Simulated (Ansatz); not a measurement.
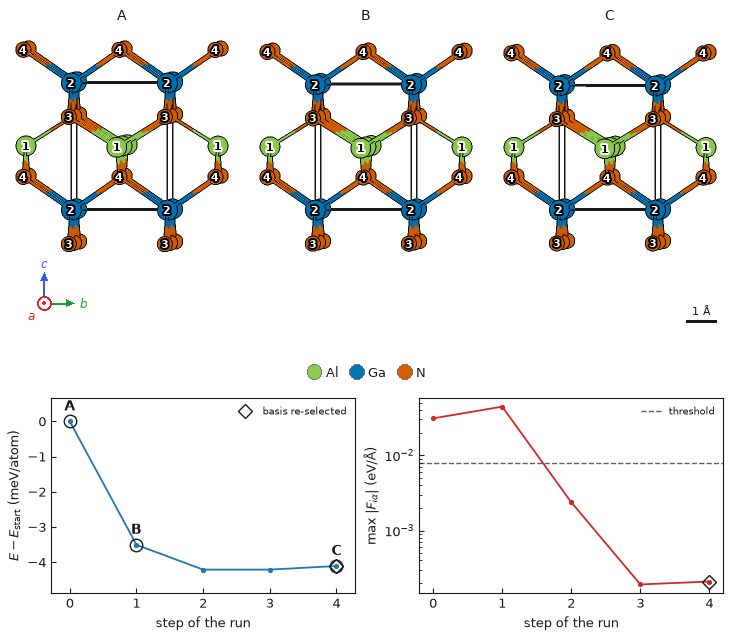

Frames of a relaxation of crystalline AlGaN2 (set up in P-4m2), marked on the history of the run. A ball-and-stick model of the cell of the calculation, seen from a free direction.

Case: biaxial strain in the a-b plane of +4.0 %; c and atoms relaxed.

All numbers below come from DFT r2SCAN, scalar-relativistic, plane waves, PAW in Ansatz 0.2.0.

The input:
```yaml
crystal:
  lattice:
    - [3.2640674822, 0.0, 0.0]
    - [0.0, 3.2640674822, 0.0]
    - [0.0, 0.0, 4.316220178]
  atoms:
    - { symbol: Al, position: [0.5, 0.5, 0.5] }
    - { symbol: Ga, position: [0.0, 0.0, 0.0] }
    - { symbol: "N", position: [0.5, 0.0, 0.7384412897] }
    - { symbol: "N", position: [0.0, 0.5, 0.2615587103] }
basis:
  ecutwfc: 500
kpoints:
  mp_grid: { grid: [8, 8, 6] }
hamiltonian:
  xc: r2scan
scf:
  occupations: { method: gaussian, width: 0.02 }
output:
  forces: true
  stress: true
  eigenvalues: true
relax:
  adjacent_minimum: "off"
  f_tol: 0.008
  max_steps: 40
  cell: { stress_tol: 0.015, fix: [a, b, gamma] }
```

Command:
```bash
ansatz run input.yaml --threads 1 --pin off --max-ram 2560MiB --backend cpu --events-out ev --progress --plain --runs-dir out
```

**Describe the path.**

The energy falls by 4.1 meV per atom in 3 accepted moves (4 points after the start). Largest force component: 0.031 eV/Å at the start, 0.00021 eV/Å at the end. Pressure: −10.21 GPa at the start and −6.59 GPa at the end. The SCF was repeated once at an unchanged geometry on a basis and grid sized afresh for the cell, which shifted the energy by 0.1 meV per atom at most. No atom moves by more than 0.005 Å relative to the cell. The volume changes by −2.3 %, with a = b unchanged at 3.264 Å, c 4.316 → 4.218 Å (−2.3 %). Among the contacts that change: Al1–N3 1.929 → 1.915 Å, Ga2–N3 1.984 → 1.972 Å. The space group stays P-4m2 (No. 115). From step 0 to 1: volume −1.4 %, energy −3.5 meV per atom. From step 1 to 4: volume −0.9 %, energy −0.6 meV per atom.
